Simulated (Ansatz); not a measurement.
A series of calculations on NaH

### Scan

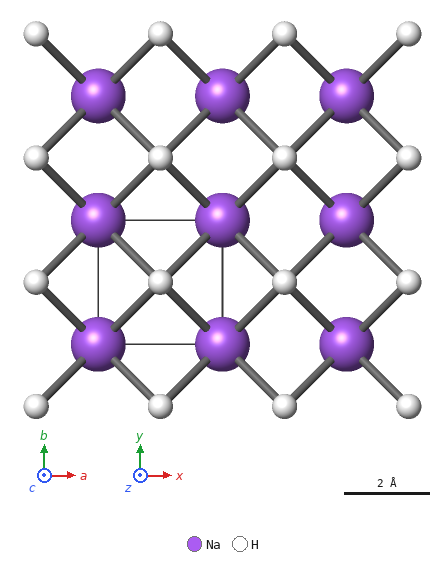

A scan of crystalline NaH (Pm-3m): the cell is strained along x and oppositely along y, with the atoms kept at their fractional coordinates. x, y and z are the Cartesian axes of the input. The picture shows the reference cell. A ball-and-stick model of the cell of the calculation, repeated 2 × 2 × 3 with one cell outlined, seen along the c axis.

Computed with DFT PBE, scalar-relativistic, plane waves, PAW (Ansatz). Settings: plane-wave cutoff 420 eV; k-point mesh 10 × 10 × 10; occupations gaussian; smearing width 0.05 eV; no spin polarisation. Energies (free energies at the smearing named) are counted from the cell as listed in its source, which wasn't relaxed.

```
Na H
1.0
     2.95512    0.00000    0.00000
     0.00000    2.95512    0.00000
     0.00000    0.00000    2.95512
Na H
1 1
Direct
  0.00000 0.00000 0.00000
  0.50000 0.50000 0.50000
```

### What energies does the calculation give (the strain: −0.0600, −0.0450, −0.0300, −0.0150, 0.0000, 0.0075, 0.0150, 0.0225, 0.0300, 0.0375, 0.0450, 0.0525, 0.0600)?

| strain | E − E(ref) (meV/atom) |
| --- | --- |
| −0.0600 | 33.1 |
| −0.0450 | 18.6 |
| −0.0300 | 8.2 |
| −0.0150 | 2.1 |
| 0.0000 | 0.0 |
| 0.0075 | 0.5 |
| 0.0150 | 2.1 |
| 0.0225 | 4.6 |
| 0.0300 | 8.2 |
| 0.0375 | 12.9 |
| 0.0450 | 18.6 |
| 0.0525 | 25.3 |
| 0.0600 | 33.1 |

Points that are alike by symmetry were computed once.

The lowest computed point lies at the strain 0.00 (0.0 meV/atom). The curvature at zero strain, (1/V) d²E/dε², is about 230 GPa; it is C₁₁ + C₂₂ − 2C₁₂ with clamped ions. The distortion takes the space group from Pm-3m to Pmmm. At the strain −0.06 the cell of the drawing goes a 2.955 → 2.778 Å, b 2.955 → 3.132 Å.

As a plot (hollow markers are points alike by symmetry):

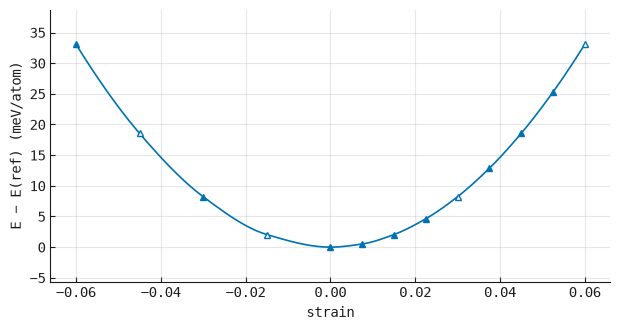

### Scan

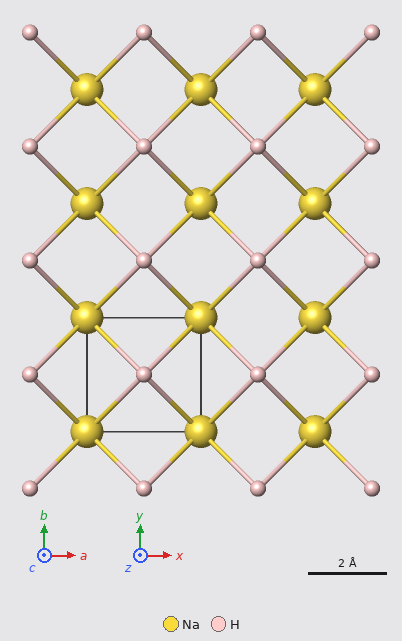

A crystal of NaH (Pm-3m): the cell is strained along x and oppositely along y, with the atoms kept at their fractional coordinates. x, y and z are the Cartesian axes of the input. The picture shows the reference cell. Style: ball-and-stick. Shown: the cell of the calculation, repeated 2 × 3 × 2 with one cell outlined, along the c axis.

These are results of DFT PBEsol, scalar-relativistic, plane waves, PAW (Ansatz 0.2.0), not measurements. (plane-wave cutoff 420 eV; k-point mesh 10 × 10 × 10; occupations gaussian; smearing width 0.05 eV; no spin polarisation). Energies (free energies at the smearing named) are counted from the cell as listed in its source, which wasn't relaxed.

```
Na H
1.0
     2.95512    0.00000    0.00000
     0.00000    2.95512    0.00000
     0.00000    0.00000    2.95512
Na H
1 1
Direct
  0.00000 0.00000 0.00000
  0.50000 0.50000 0.50000
```

Q: What energies does the calculation give (the strain: −0.040, −0.030, −0.020, −0.010, 0.000, 0.005, 0.010, 0.015, 0.020, 0.025, 0.030, 0.035, 0.040)?

A:
```tsv
strain	E − E(ref) (meV/atom)
−0.040	14.4
−0.030	8.1
−0.020	3.6
−0.010	0.9
0.000	0.0
0.005	0.2
0.010	0.9
0.015	2.0
0.020	3.6
0.025	5.6
0.030	8.1
0.035	11.0
0.040	14.4
```

Points that are alike by symmetry were computed once.

The lowest computed point lies at the strain 0.00 (0.0 meV/atom). The end points stand at 14.4 meV/atom (−0.04) and 14.4 meV/atom (0.04). The curvature at zero strain, (1/V) d²E/dε², is about 220 GPa; it is C₁₁ + C₂₂ − 2C₁₂ with clamped ions. The distortion takes the space group from Pm-3m to Pmmm. At the strain −0.04 the cell of the drawing goes a 2.955 → 2.837 Å, b 2.955 → 3.073 Å.

### Energy map

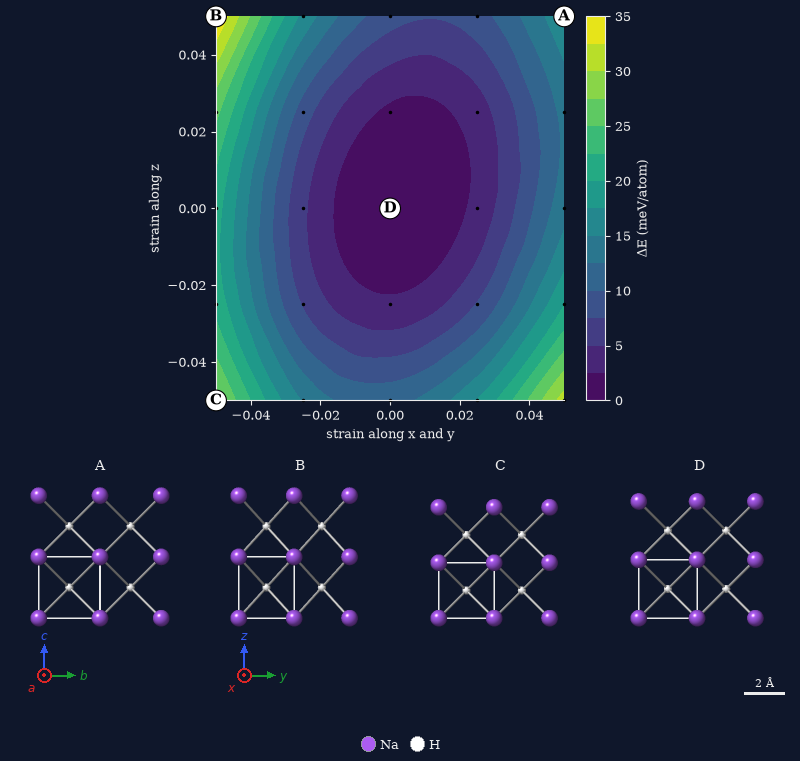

Solid NaH (Pm-3m): the cell is strained equally along x and y and separately along z, with the atoms kept at their fractional coordinates. x, y and z are the Cartesian axes of the input. The map is interpolated between the computed points (dots). The lettered frames are marked on it. The picture is a ball-and-stick view of the cell of the calculation, repeated 2 × 2 × 2 with one cell outlined, seen along the a axis.

Computed with DFT PBE, scalar-relativistic, plane waves, PAW in Ansatz. Set-up: plane-wave cutoff 420 eV; k-point mesh 10 × 10 × 10; occupations gaussian; smearing width 0.05 eV; no spin polarisation. Energies (free energies at the smearing named) are counted from the cell as listed in its source, which wasn't relaxed.

**Describe the energy landscape.**

In pairs of (strain along x and y; strain along z): the lowest computed point lies at (0.000, 0.000) (0.0 meV/atom), the highest at (−0.050, 0.050) (35.0 meV/atom). The valley is tilted: raising the in-plane strain is eased by raising the strain along z (cross term 0.20 of the geometric mean of the two curvatures). Over the ranges scanned the energy rises more along the first axis, the in-plane strain. The pressure runs from −2.5 GPa at (0.050, 0.050) to 5.3 GPa at (−0.050, −0.050). The frames lie at A (0.050, 0.050): 16.8 meV/atom, B (−0.050, 0.050): 35.0 meV/atom, C (−0.050, −0.050): 28.2 meV/atom, D (0.000, 0.000): 0.0 meV/atom.
